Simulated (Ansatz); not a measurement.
Ga₃As₂P

Input

```
crystal:
  lattice:
    - [3.9572755277, 0.0, 0.0]
    - [-1.9786377639, 3.4271011368, 0.0]
    - [0.0, 0.0, 9.6817786341]
  atoms:
    - { symbol: P, position: [0.0, 0.0, 0.0001135364] }
    - { symbol: As, position: [0.3333333333, 0.6666666667, 0.3303854677] }
    - { symbol: As, position: [0.6666666667, 0.3333333333, 0.6694581247] }
    - { symbol: Ga, position: [0.3333333333, 0.6666666667, 0.0770846615] }
    - { symbol: Ga, position: [0.6666666667, 0.3333333333, 0.4167669734] }
    - { symbol: Ga, position: [0.0, 0.0, 0.7561912363] }
kpoints:
  mp_grid: { grid: [6, 6, 2] }
  band_path:
    path:
      - [0.0, 0.0, 0.0]
      - [0.5, 0.0, 0.0]
      - [0.3333333333, 0.3333333333, 0.0]
      - [0.0, 0.0, 0.5]
      - [0.5, 0.0, 0.5]
      - [0.3333333333, 0.3333333333, 0.5]
    npoints: 1
hamiltonian:
  xc: pbe0
scf:
  occupations: { method: fixed }
  n_extra_bands: 5
output:
  forces: true
  stress: true
  eigenvalues: true
  write_density: true
  write_potential: true
  elf: true
  volumetric_format: npy
```

Run with:

```sh
ansatz run input.yaml --threads 4 --pin off --max-ram 6451MiB --backend cpu --events-out ev --progress --plain --runs-dir out
```

Below, planes, directions and counts refer to the conventional cell (a = 3.96 Å, b = 3.96 Å, c = 9.68 Å, α = 90.00°, β = 90.00°, γ = 120.00°).

Space group P3m1; started from the ordered alloy on zincblende lattice prototype, which need not be the ambient phase.

Method: DFT, PBE0, plane waves, PAW (Ansatz).

The density is the valence pseudo-density of a PAW calculation; it isn't the true density close to the nuclei.

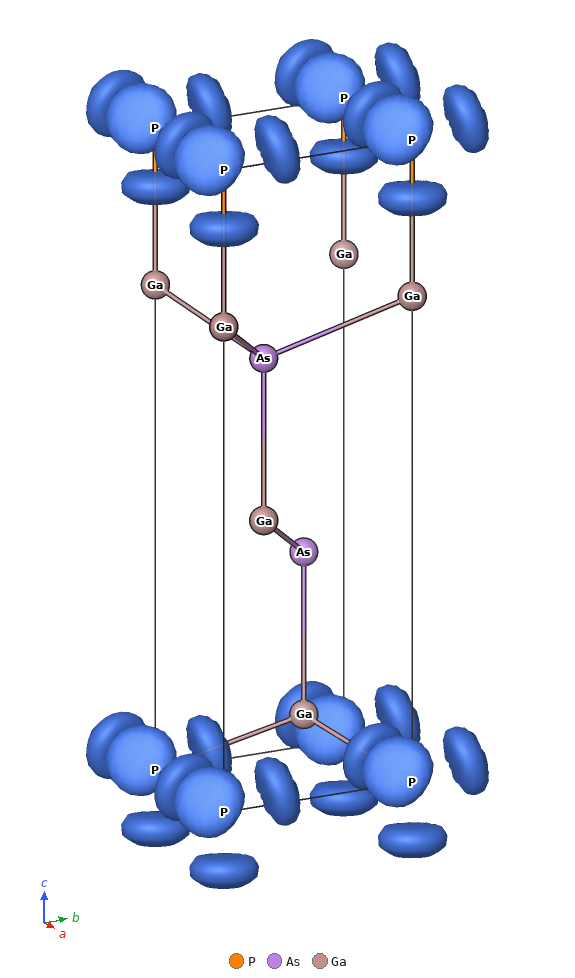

Figure 1. Isosurface of the ELF at 0.85 (blue), seen slightly off an axis. Only the valence region is drawn (cores and ρ < 0.01 e/Å³ removed). Sticks mark near contacts.

**Describe the localisation domains.**

The surface consists of four lobes of the valence shell of P pointing towards Ga (polar bonds), counted in one cell of 6 atoms. Any copies at cell faces, edges or corners count once. Profiles from the grid: Ga–P (2.36 Å): the ELF peaks at about 0.95 in the valence shell of P, 0.7 Å from its nucleus, and is about 0.80 at the midpoint. Ga–As (2.43 Å): the ELF peaks at about 0.80 between the atoms (a covalent bond).

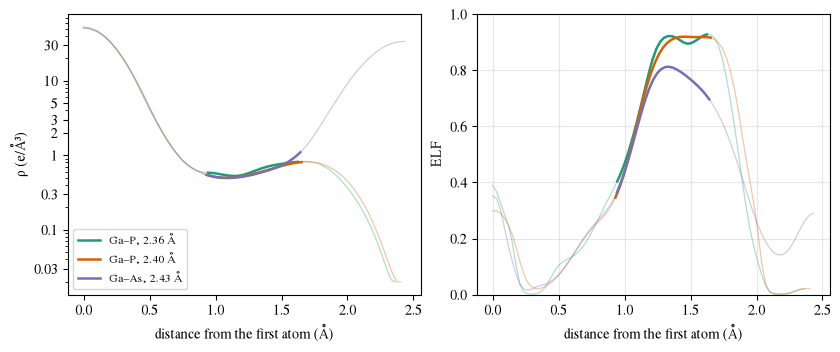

Figure 2. Valence pseudo-density and ELF along straight lines between neighbouring atoms. Thin, pale parts lie inside the atomic spheres.

**What can be read from the curves?**

Ga–P (2.36 Å): ρ is about 0.53 e/Å³ halfway; the ELF peaks at about 0.95 in the valence shell of P, 0.7 Å from its nucleus, and is about 0.80 at the midpoint.
Ga–P (2.40 Å): ρ is about 0.52 e/Å³ halfway; the ELF peaks at about 0.90 between the atoms (a covalent bond).
Ga–As (2.43 Å): ρ at the midpoint is about 0.52 e/Å³; the ELF peaks at about 0.80 between the atoms; localised, covalent bonding.

**Does the calculation give a band gap?**

It is gapped, with a Kohn–Sham gap of 2.3 eV on the k-point mesh (the band edges may lie off the mesh, which would make the gap smaller).
